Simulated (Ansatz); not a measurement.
AlO2

```xyz
6
Lattice="4.0818 0.0000 0.0000 0.0000 4.0818 0.0000 0.0000 0.0000 4.0818" Properties=species:S:1:pos:R:3 pbc="T T T"
Al    0.0000    0.0000    0.0000
Al    2.0409    2.0409    2.0409
O     3.0614    1.0205    3.0614
O     1.0205    3.0614    3.0614
O     1.0205    1.0205    1.0205
O     3.0614    3.0614    1.0205
```

Space group Pn-3m; a structure generated by program, which may or may not match a known phase; spin-polarised.

Level of theory: Ansatz 0.2.0, DFT PBE, scalar-relativistic, plane waves, PAW.

Core electrons are frozen (PAW), and the valence fields are smoothed inside the atomic spheres.

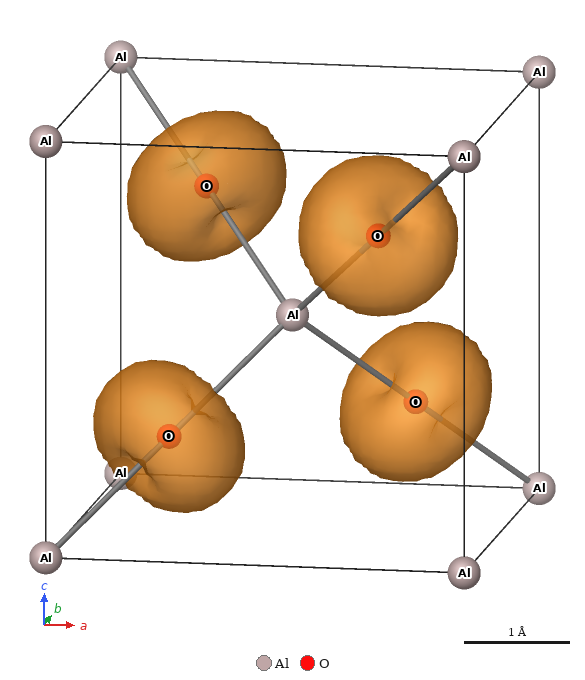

Figure 1. Isosurface of the magnetisation density (up minus down) at +0.08 e/Å³ (orange), seen slightly off an axis. Sticks mark near contacts.

**Where is the spin, and how is it ordered?**

The spin density sits on O: +0.4 μB (×4) in one cell of 6 atoms: parallel main moments (a ferromagnetic arrangement) in this solution. The cell of the calculation (6 atoms) carries 2.0 μB of net spin moment.

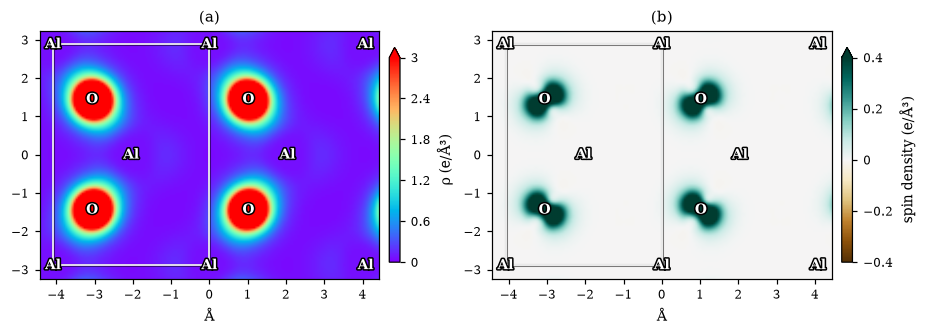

Figure 2. (a) valence pseudo-density; (b) magnetisation density (up minus down) on the (101̄) plane of the conventional cell.

**Read the bonding off the picture.**

- Atoms in the plane: Al and O.
- Al–O (1.77 Å): ρ is about 0.76 e/Å³ halfway.
- Between the atoms the lowest density in this plane is 0.04 e/Å³.

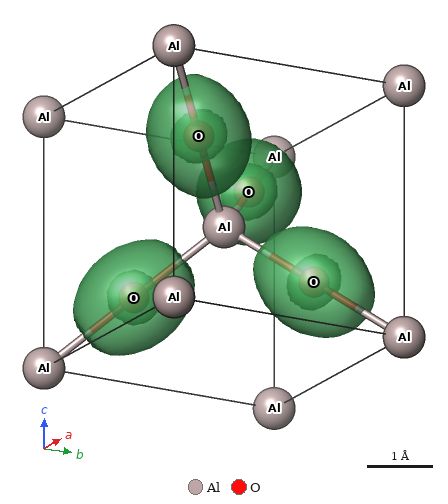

Figure 3. Isosurface of the ELF at 0.75 (green), seen at an oblique angle. Only the valence region is drawn (cores and ρ < 0.01 e/Å³ removed). Sticks mark near contacts.

**Describe the localisation domains.**

The ELF exceeds this value in four regions on O in which the atom's valence shell and bonds are merged, counted in one cell of 6 atoms. Any copies at cell faces, edges or corners count once.


Al–O (1.77 Å): the ELF peaks at about 0.90 in the valence shell of O, 0.7 Å from its nucleus, and is about 0.85 at the midpoint.

**Does the calculation give a band gap?**

It is gapless in this calculation (a metal or semimetal).
